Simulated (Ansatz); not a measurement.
System: TiN (slab).

```xyz
8
Lattice="3.0029 0.0000 0.0000 0.0000 4.2467 0.0000 0.0000 0.0000 19.5043" Properties=species:S:1:pos:R:3 pbc="T T T"
Ti    1.5014    2.1234    7.5000
N     1.5014    0.0000    7.5000
Ti    0.0000    0.0000    9.0014
N     0.0000    2.1234    9.0014
Ti    1.5014    2.1234   10.5029
N     1.5014    0.0000   10.5029
Ti    0.0000    0.0000   12.0043
N     0.0000    2.1234   12.0043
```

Not relaxed (largest force 2.0 eV/Å); computed without spin polarisation.

Method: Ansatz, DFT PBE, scalar-relativistic, plane waves, PAW.

### Predict the valence pseudo-density and electron localisation function between the atoms.

Ti–N (2.12 Å): ρ is about 0.5 e/Å³ halfway; the ELF peaks at about 0.80 in the valence shell of N, 0.6 Å from its nucleus, and is about 0.20 at the midpoint: no shared electron pair shows on this line.

### Does the calculation make it a metal, or give it a gap?

It is gapless in this calculation (a metal or semimetal).

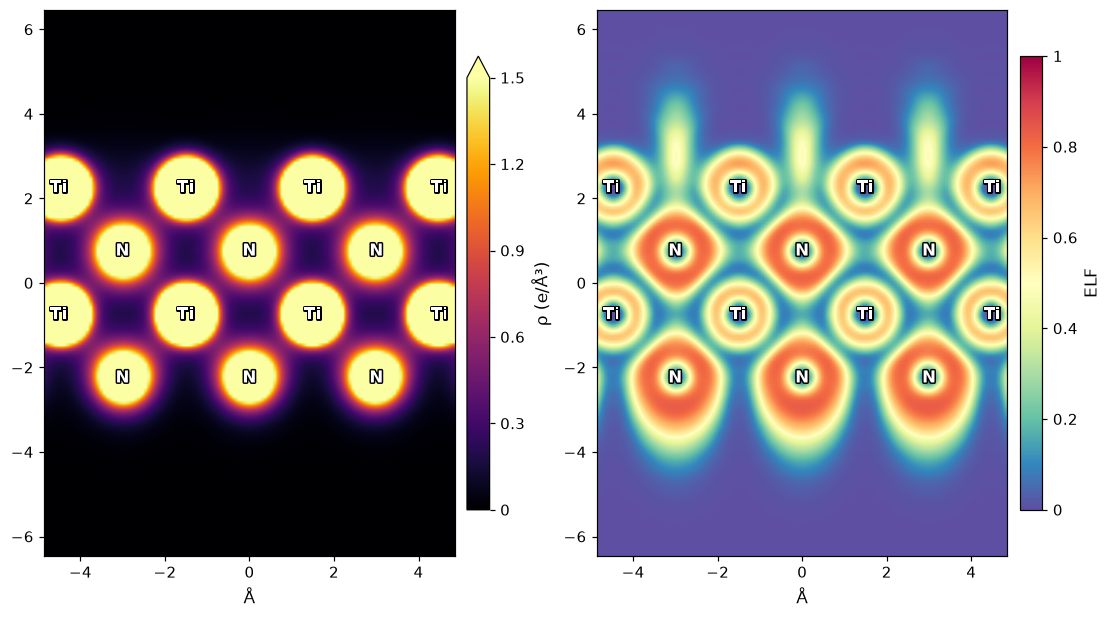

Computed valence pseudo-density and electron localisation function on the (010) plane of the calculation cell, a cut from vacuum to vacuum, in this order. 
